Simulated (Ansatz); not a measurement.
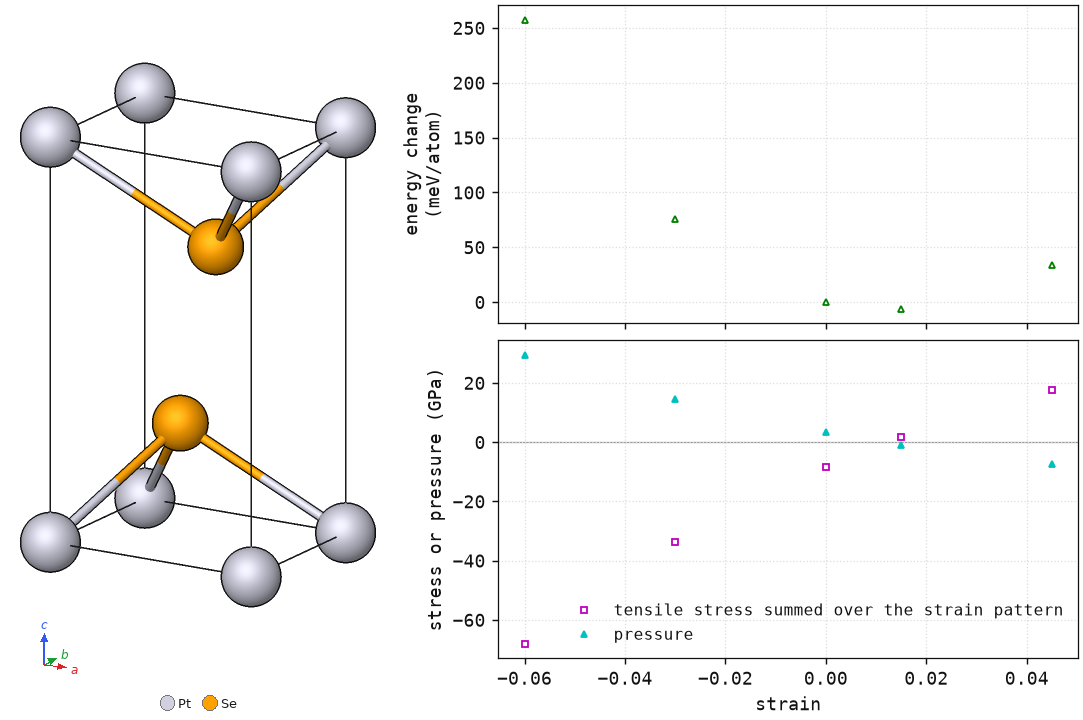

Computed with Ansatz 0.2.0: homogeneous strain of a crystal along one Voigt pattern with engineering shear, fractional coordinates fixed, by plane-wave density functional theory with PAW datasets, free energies less that of the undisturbed cell, pressure positive in compression; scalar-relativistic. Level: PBE with D3(BJ), no spin polarisation.

```csv
setting,value
wave cutoff,420 eV
k mesh,15×15×10
occupations,Gaussian
smearing width,0.15 eV
k shift,"(0, 0, 0) (mesh steps)"
start,as given
strain pattern,"(1, 1, 0, 0, 0, 0) (xx yy zz yz xz xy with engineering shear)"
```

The given structure:
```
CELL_PARAMETERS angstrom
3.72400 0.00000 0.00000
-1.86200 3.22508 0.00000
0.00000 0.00000 5.06200
ATOMIC_POSITIONS crystal
Pt 0.00000 0.00000 0.00000
Se 0.33333 0.66667 0.25000
Se 0.66667 0.33333 0.75000
```

Figure. Energy change, tensile stress summed over the strain pattern and pressure against strain for PtSe₂, space group P-3m1 (No. 164). The cell is drawn beside the plot.

The energy falls towards positive values, so the start isn't a stationary minimum along this path. The energy change is 258 meV/atom at strain −0.060 and 34 meV/atom at 0.045; the lowest computed point is at strain 0.015 (−6 meV/atom), and no other minimum shows. The tensile stress summed over the strain pattern rises from −68.1 GPa at strain −0.060 to 17.6 GPa at 0.045, and changes sign near 0.012. The pressure falls from 29.5 GPa at strain −0.060 to −7.4 GPa at 0.045, and changes sign near 0.012.

Keep in mind: reference crystal is not relaxed.
